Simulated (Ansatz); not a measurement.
**Run report: Tl7Cl8 (charge −1), nudged elastic band (part 2 of 2)**

Tl7Cl8 (defect cell, 15 atoms in the cell, total charge −1); DFT PBEsol, scalar-relativistic, plane waves, PAW, no spin polarisation (Ansatz 0.2.0); cutoff 420 eV, 4×4×4 k-mesh, Gaussian smearing of 0.05 eV. The structure derives from a Materials Project entry. It belongs to a series of runs on one base structure; here: band between the two ends.

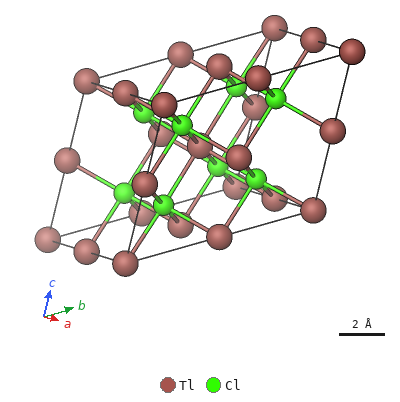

Fig. 1: The input geometry (ball-and-stick view of the cell of the calculation, seen slightly off an axis).

Output, continued:
```
  k-point 0: bands = ["-10.7122", "-10.5237", "-10.4395", "-10.4058", "-10.3914", "-10.3767", "-10.2804", "-10.2463", "-6.8313", "-6.8180", "-6.7607", "-6.7506", "-6.7349", "-6.6931", "-6.6834", "-6.6673", "-6.6622", "-6.6483", "-6.6395", "-6.6370", "-6.6258", "-6.6181", "-6.6147", "-6.6096", "-6.6046", "-6.6030", "-6.6030", "-6.6008", "-6.5900", "-6.5785", "-6.5615", "-6.5523", "-6.5430", "-6.4361", "-6.4284", "-6.4243", "-6.4243", "-6.4130", "-6.4130", "-6.3964", "-6.3843", "-6.3555", "-6.3414", "-2.1092", "-1.9709", "-1.9679", "-1.5018", "-1.1416", "-0.8075", "-0.4297", "0.1309", "0.3001", "0.6060", "0.9484", "1.0410", "1.0621", "1.1273", "1.2231", "1.2621", "1.4160", "1.4179", "1.4446", "1.4862", "1.5283", "1.5839", "1.6000", "1.6454", "1.6987", "1.7178", "1.7761", "2.6314", "2.7549", "3.0952", "3.3922", "5.4441", "5.8026", "6.1788", "6.4034", "7.0538", "7.5738", "7.8716", "7.9696", "7.9861", "8.0841", "8.1953", "8.2656", "8.3615", "8.4798", "9.2101"]
  k-point 1: bands = ["-10.6829", "-10.5137", "-10.4549", "-10.4047", "-10.4030", "-10.3925", "-10.2797", "-10.2516", "-6.8307", "-6.8185", "-6.7602", "-6.7507", "-6.7237", "-6.6850", "-6.6787", "-6.6670", "-6.6548", "-6.6352", "-6.6327", "-6.6272", "-6.6245", "-6.6208", "-6.6172", "-6.6169", "-6.6040", "-6.6026", "-6.6026", "-6.6000", "-6.5959", "-6.5895", "-6.5645", "-6.5524", "-6.5511", "-6.4375", "-6.4371", "-6.4257", "-6.4253", "-6.4149", "-6.4141", "-6.3973", "-6.3911", "-6.3554", "-6.3374", "-2.0567", "-1.8503", "-1.7499", "-1.4863", "-1.2471", "-1.2257", "-0.6108", "0.3788", "0.4214", "0.4582", "0.7932", "1.0186", "1.1206", "1.1422", "1.1983", "1.3076", "1.3164", "1.3818", "1.4534", "1.4684", "1.5067", "1.5869", "1.6248", "1.6385", "1.6675", "1.7640", "2.1873", "2.7598", "2.8224", "2.9471", "2.9895", "5.8890", "6.0947", "6.2917", "6.8066", "7.0352", "7.4626", "7.6719", "7.7323", "7.9864", "8.0322", "8.1725", "8.2906", "8.3436", "8.6266", "8.7876"]
  k-point 2: bands = ["-10.6431", "-10.4978", "-10.4859", "-10.4306", "-10.4033", "-10.3940", "-10.2801", "-10.2553", "-6.8302", "-6.8190", "-6.7598", "-6.7508", "-6.7138", "-6.6756", "-6.6695", "-6.6494", "-6.6492", "-6.6461", "-6.6317", "-6.6280", "-6.6215", "-6.6213", "-6.6191", "-6.6063", "-6.6062", "-6.6052", "-6.6036", "-6.6035", "-6.5912", "-6.5821", "-6.5804", "-6.5591", "-6.5582", "-6.4484", "-6.4388", "-6.4270", "-6.4265", "-6.4165", "-6.4157", "-6.3982", "-6.3955", "-6.3554", "-6.3346", "-1.8434", "-1.7212", "-1.5632", "-1.4892", "-1.4702", "-1.2355", "-1.1717", "0.1989", "0.6311", "0.8064", "0.9197", "0.9483", "0.9691", "0.9769", "1.1645", "1.2581", "1.2781", "1.3125", "1.4183", "1.4884", "1.4898", "1.5050", "1.6400", "1.7572", "1.9664", "2.1349", "2.2234", "2.3629", "2.5788", "2.8809", "3.1345", "6.4774", "6.6953", "6.8343", "6.8944", "6.9521", "7.2021", "7.3424", "7.3626", "7.5637", "7.9618", "8.1160", "8.3148", "8.6095", "8.6720", "8.6957"]
  k-point 35: bands = ["-10.6933", "-10.4933", "-10.4784", "-10.4041", "-10.4004", "-10.3747", "-10.2872", "-10.2489", "-6.8311", "-6.8185", "-6.7585", "-6.7511", "-6.7296", "-6.6802", "-6.6752", "-6.6396", "-6.6382", "-6.6333", "-6.6331", "-6.6242", "-6.6221", "-6.6139", "-6.6131", "-6.6112", "-6.6105", "-6.6022", "-6.6003", "-6.6001", "-6.5992", "-6.5917", "-6.5841", "-6.5760", "-6.5642", "-6.4669", "-6.4338", "-6.4244", "-6.4184", "-6.4129", "-6.4124", "-6.4046", "-6.3994", "-6.3484", "-6.3377", "-1.8890", "-1.7534", "-1.6406", "-1.5623", "-1.4982", "-1.3444", "-0.8134", "0.5082", "0.7696", "0.8002", "0.9416", "0.9656", "0.9680", "1.0210", "1.1849", "1.2800", "1.3257", "1.3335", "1.3452", "1.4397", "1.4821", "1.5077", "1.6510", "1.8102", "1.8181", "2.1002", "2.1627", "2.4050", "2.4177", "2.6930", "2.8465", "6.3143", "6.3883", "6.4678", "7.1976", "7.4443", "7.4685", "7.5024", "7.7862", "7.8362", "8.0813", "8.1138", "8.1406", "8.1590", "8.3764", "8.7222"]
this run last wrote the band of iteration 6 to [file]; this run last wrote the band within `neb.f_tol` of iteration 5 to [file]
--- NEB band (3 images, 6 band iterations, 62 SCF iterations) ---
  forward barrier  = 0.582010 eV
  backward barrier = 0.582010 eV
  lagrangian_above_aufbau_ev (what the smearing adds, to first order; not taken off the barriers): saddle image -0.000000 eV, end points -0.000000 and -0.000000 eV
  climbing image's point = of an order that was not read
  energies are F+E_penalty+E_count in eV, relative to image 0
  image     s (Å)  Δ vs image 0  max|band force component| (eV/Å)
      0    0.0000      0.000000                                 —
  *   1    2.5626      0.582010                          1.958e-2
      2    5.1252     -0.000000                                 —
  climbing-image geometry (image 1):
  cell:  # Å, volume = 507.0703 Å³
    - [0.0, 6.3291597576, -6.3291597576]
    - [-6.3291597576, 0.0, -6.3291597576]
    - [-6.3291597576, 6.3291597576, 0.0]
  atoms:
    - { symbol: Tl, position: [-0.24999988638566473, 0.9999998702495907, 0.49999994458619335] }
    - { symbol: Tl, position: [0.4871270292062973, 0.5438638035620429, 0.4818821905480908] }
    - { symbol: Tl, position: [0.012872993686038003, 0.4561362742558107, 0.5181177554610934] }
    - { symbol: Tl, position: [0.4871270100492653, -0.018117703346585273, 0.043863678113878174] }
    - { symbol: Tl, position: [0.01287299794030261, 1.0181178543484264, -0.04386377267230934] }
    - { symbol: Tl, position: [0.4656370036593681, 0.49999996347990816, 8.805846068993262e-8] }
    - { symbol: Tl, position: [0.03436291927661811, 0.4999999027724111, 4.7592128682438783e-8] }
    - { symbol: Cl, position: [0.7767015724439552, 0.7591912093508144, 0.25919108807334157] }
    - { symbol: Cl, position: [0.20491606216792096, 0.759191240608271, 0.25919117563049715] }
    - { symbol: Cl, position: [0.7499999488052091, 0.3181166411247605, 0.18188343248257] }
    - { symbol: Cl, position: [0.25000001040781783, 0.22547305181775548, 0.2745269480229841] }
    - { symbol: Cl, position: [0.7499999836524158, 0.6818833403562043, 0.8181166785419224] }
    - { symbol: Cl, position: [0.24999996999668084, 0.7745268266937189, 0.7254732272937796] }
    - { symbol: Cl, position: [0.723298447530107, 0.2408088718666136, 0.7408087972587465] }
    - { symbol: Cl, position: [0.2950839375636689, 0.24080885286025744, 0.7408087210086234] }
```

The last band as extended XYZ (Å, eV, eV/Å):
```
15
Lattice="0.0000 6.3292 -6.3292 -6.3292 0.0000 -6.3292 -6.3292 6.3292 0.0000" Properties=species:S:1:pos:R:3:forces:R:3 image=0 energy=-87565.83482
Tl   -9.4937    3.1646   -6.3292    0.0000   0.0000   0.0000
Tl   -6.3292    6.3292   -6.3292    0.0000   0.0000   0.0000
Tl   -6.3292    3.1646   -3.1646    0.0000   0.0000   0.0000
Tl    0.0000    3.1646   -3.1646    0.0000   0.0000   0.0000
Tl   -6.3292    0.0000   -6.3292    0.0000   0.0000   0.0000
Tl   -3.1646    3.1646   -6.3292    0.0000   0.0000   0.0000
Tl   -3.1646    0.0000   -3.1646    0.0000   0.0000   0.0000
Cl   -6.2831    6.3292   -9.4937   -0.0058   0.0000   0.0000
Cl   -6.3292    3.1646   -6.3292    0.0000   0.0000   0.0000
Cl   -3.1646    6.3292   -6.3752    0.0000   0.0000   0.0058
Cl   -3.1646    3.1185   -3.1646    0.0000   0.0058   0.0000
Cl   -9.4937    9.5398   -9.4937    0.0000  -0.0058   0.0000
Cl   -9.4937    6.3292   -6.2831    0.0000   0.0000  -0.0058
Cl   -6.3292    9.4937   -6.3292    0.0000   0.0000   0.0000
Cl   -6.3752    6.3292   -3.1646    0.0058   0.0000   0.0000
15
Lattice="0.0000 6.3292 -6.3292 -6.3292 0.0000 -6.3292 -6.3292 6.3292 0.0000" Properties=species:S:1:pos:R:3:forces:R:3 image=1 energy=-87565.25281
Tl   -9.4937    1.5823   -4.7469    0.0000   0.0000   0.0000
Tl   -6.4921    6.1330   -6.5253   -0.0021   0.0166   0.0166
Tl   -6.1662    3.3607   -2.9684    0.0021  -0.0166  -0.0166
Tl   -0.1630    3.3607   -2.9684   -0.0021  -0.0166  -0.0166
Tl   -6.1662   -0.1961   -6.5253    0.0021   0.0166   0.0166
Tl   -3.1646    2.9471   -6.1117    0.0000   0.0044  -0.0044
Tl   -3.1646    0.2175   -3.3821    0.0000  -0.0044   0.0044
Cl   -6.4455    6.5563   -9.7209   -0.0093   0.0196  -0.0196
Cl   -6.4455    2.9374   -6.1020   -0.0093  -0.0196   0.0196
Cl   -3.1646    5.8980   -6.7603    0.0000   0.0164   0.0164
Cl   -3.1646    3.3198   -3.0093    0.0000   0.0002   0.0002
Cl   -9.4937    9.9249   -9.0626    0.0000  -0.0164  -0.0164
Cl   -9.4937    6.1739   -6.4844    0.0000  -0.0002  -0.0002
Cl   -6.2128    9.2666   -6.1020    0.0093  -0.0196   0.0196
Cl   -6.2128    6.5563   -3.3918    0.0093   0.0196  -0.0196
15
Lattice="0.0000 6.3292 -6.3292 -6.3292 0.0000 -6.3292 -6.3292 6.3292 0.0000" Properties=species:S:1:pos:R:3:forces:R:3 image=2 energy=-87565.83482
Tl   -9.4937    0.0000   -3.1646    0.0000   0.0000   0.0000
Tl   -6.3292    6.3292   -6.3292    0.0000   0.0000   0.0000
Tl   -6.3292    3.1646   -3.1646    0.0000   0.0000   0.0000
Tl    0.0000    3.1646   -3.1646    0.0000   0.0000   0.0000
Tl   -6.3292    0.0000   -6.3292    0.0000   0.0000   0.0000
Tl   -3.1646    3.1646   -6.3292    0.0000   0.0000   0.0000
Tl   -3.1646    0.0000   -3.1646    0.0000   0.0000   0.0000
Cl   -6.3292    6.3292   -9.4937    0.0000   0.0000   0.0000
Cl   -6.2831    3.1646   -6.3292   -0.0058   0.0000   0.0000
Cl   -3.1646    6.2831   -6.3292    0.0000   0.0058   0.0000
Cl   -3.1646    3.1646   -3.2107    0.0000   0.0000   0.0058
Cl   -9.4937    9.4937   -9.4477    0.0000   0.0000  -0.0058
Cl   -9.4937    6.3752   -6.3292    0.0000  -0.0058   0.0000
Cl   -6.3752    9.4937   -6.3292    0.0058   0.0000   0.0000
Cl   -6.3292    6.3292   -3.1646    0.0000   0.0000   0.0000
```

The run was set up as follows.

Input file:
```yaml
crystal:
  lattice:
    - [0.0, 6.3291597576, -6.3291597576]
    - [-6.3291597576, 0.0, -6.3291597576]
    - [-6.3291597576, 6.3291597576, 0.0]
  atoms:
    - { symbol: Tl, position: [0.0, 1.0, 0.5] }
    - { symbol: Tl, position: [0.5, 0.5, 0.5] }
    - { symbol: Tl, position: [0.0, 0.5, 0.5] }
    - { symbol: Tl, position: [0.5, 0.0, 0.0] }
    - { symbol: Tl, position: [0.0, 1.0, 0.0] }
    - { symbol: Tl, position: [0.5, 0.5, 0.0] }
    - { symbol: Tl, position: [0.0, 0.5, 0.0] }
    - { symbol: Cl, position: [0.7536404408, 0.7463595592, 0.2463595592] }
    - { symbol: Cl, position: [0.25, 0.75, 0.25] }
    - { symbol: Cl, position: [0.7536404408, 0.2536404408, 0.2463595592] }
    - { symbol: Cl, position: [0.2463595592, 0.2536404408, 0.2463595592] }
    - { symbol: Cl, position: [0.7536404408, 0.7463595592, 0.7536404408] }
    - { symbol: Cl, position: [0.2463595592, 0.7463595592, 0.7536404408] }
    - { symbol: Cl, position: [0.75, 0.25, 0.75] }
    - { symbol: Cl, position: [0.2463595592, 0.2536404408, 0.7536404408] }
total_charge: -1
basis:
  ecutwfc: 420
kpoints:
  mp_grid: { grid: [4, 4, 4] }
hamiltonian:
  xc: pbesol
scf:
  occupations: { method: gaussian, width: 0.05 }
output:
  forces: true
neb:
  images: 1
  f_tol: 0.05
  max_iterations: 60
  order_check: false
  final_atoms:
    - { symbol: Tl, position: [-0.5, 1.0, 0.5] }
    - { symbol: Tl, position: [0.5, 0.5, 0.5] }
    - { symbol: Tl, position: [0.0, 0.5, 0.5] }
    - { symbol: Tl, position: [0.5, 0.0, 0.0] }
    - { symbol: Tl, position: [0.0, 1.0, 0.0] }
    - { symbol: Tl, position: [0.5, 0.5, 0.0] }
    - { symbol: Tl, position: [0.0, 0.5, 0.0] }
    - { symbol: Cl, position: [0.75, 0.75, 0.25] }
    - { symbol: Cl, position: [0.2536401944, 0.7463598056, 0.2463598056] }
    - { symbol: Cl, position: [0.7463598056, 0.2536401944, 0.2463598056] }
    - { symbol: Cl, position: [0.2536401944, 0.2536401944, 0.2463598056] }
    - { symbol: Cl, position: [0.7463598056, 0.7463598056, 0.7536401944] }
    - { symbol: Cl, position: [0.2536401944, 0.7463598056, 0.7536401944] }
    - { symbol: Cl, position: [0.7463598056, 0.2536401944, 0.7536401944] }
    - { symbol: Cl, position: [0.25, 0.25, 0.75] }
```

Command:
```bash
ansatz run input.yaml --threads 4 --pin off --max-ram 9216MiB --backend cpu --events-out ev --progress --plain --runs-dir out
```

Summary:

```csv
quantity,value
outcome,converged
"barrier, forward",0.582 eV
"barrier, backward",0.582 eV
electrons treated,148
hardware,"4 threads of Arm Neoverse V1, 24 GiB of memory available, shared host"
wall time,5.6 min (CPU time 22 min)
peak memory,2.8 GiB
```

Notes:

Spin–orbit coupling is left out, which matters for Tl. The order of the saddle point was not checked.
